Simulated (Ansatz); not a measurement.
SiO₂

Input

```
crystal:
  lattice:
    - [4.7998953558, 0.0, 0.0]
    - [0.0, 4.7998953558, 0.0]
    - [0.0, 0.0, 7.0021102017]
  atoms:
    - { symbol: Si, position: [0.1900032494, 0.1900032494, 0.0] }
    - { symbol: Si, position: [0.3099967506, 0.6900032494, 0.75] }
    - { symbol: Si, position: [0.6900032494, 0.3099967506, 0.25] }
    - { symbol: Si, position: [0.8099967506, 0.8099967506, 0.5] }
    - { symbol: O, position: [0.6250116229, 0.7350850332, 0.6878640091] }
    - { symbol: O, position: [0.3749883771, 0.2649149668, 0.1878640091] }
    - { symbol: O, position: [0.7350850332, 0.6250116229, 0.3121359909] }
    - { symbol: O, position: [0.2350850332, 0.8749883771, 0.9378640091] }
    - { symbol: O, position: [0.2649149668, 0.3749883771, 0.8121359909] }
    - { symbol: O, position: [0.1250116229, 0.7649149668, 0.5621359909] }
    - { symbol: O, position: [0.8749883771, 0.2350850332, 0.0621359909] }
    - { symbol: O, position: [0.7649149668, 0.1250116229, 0.4378640091] }
basis:
  ecutwfc: 420
kpoints:
  mp_grid: { grid: [6, 6, 4] }
hamiltonian:
  xc: lda
scf:
  occupations: { method: gaussian, width: 0.02 }
output:
  forces: true
  stress: true
  eigenvalues: true
  write_density: true
  write_potential: true
  elf: true
  volumetric_format: npy
relax:
  adjacent_minimum: "off"
  f_tol: 0.008
  max_steps: 40
  cell: { stress_tol: 0.015, fix: [a, b, gamma] }
```

Run with:

```sh
ansatz run input.yaml --threads 2 --pin off --max-ram 5120MiB --backend cpu --events-out ev --progress --plain --runs-dir out
```

Below, planes, directions and counts refer to the conventional cell (a = 4.80 Å, b = 4.80 Å, c = 6.79 Å, α = 90.00°, β = 90.00°, γ = 90.00°).

The fields are those of the run's last geometry, not of the input's.

Space group P4₃2₁2; a structure from a database of computed crystals, not necessarily the ambient phase; changed on purpose from its base cell (biaxial strain in the a-b plane, c and atoms relaxed: -3.0 %).

These are results of Ansatz 0.2.0, DFT LDA, scalar-relativistic, plane waves, PAW, not measurements.

What can the converged valence pseudo-density and electron localisation function tell about the bonding?

Answer. Si–O (1.61 Å): ρ at the midpoint is about 1.3 e/Å³; the ELF peaks at about 0.85 between the atoms; a short, strongly polar bond.

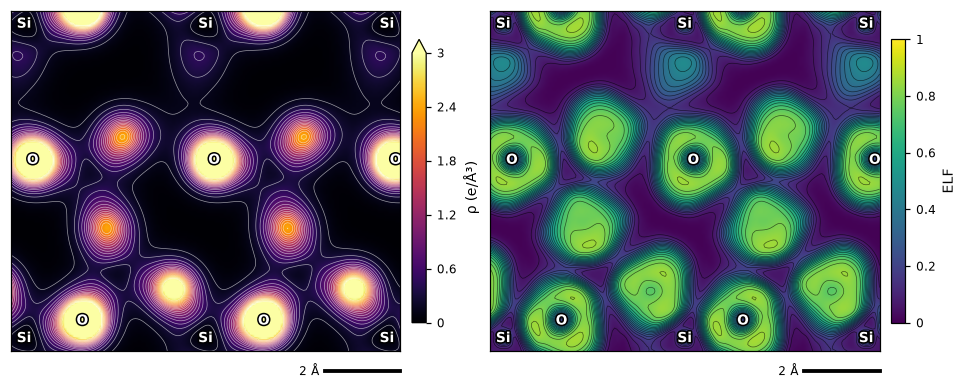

Computed valence pseudo-density and electron localisation function on the (011) plane of the conventional cell, in this order. Atoms just off the plane (Si, 0.5 Å away and O, 0.4 Å away) can leave unmarked features too.
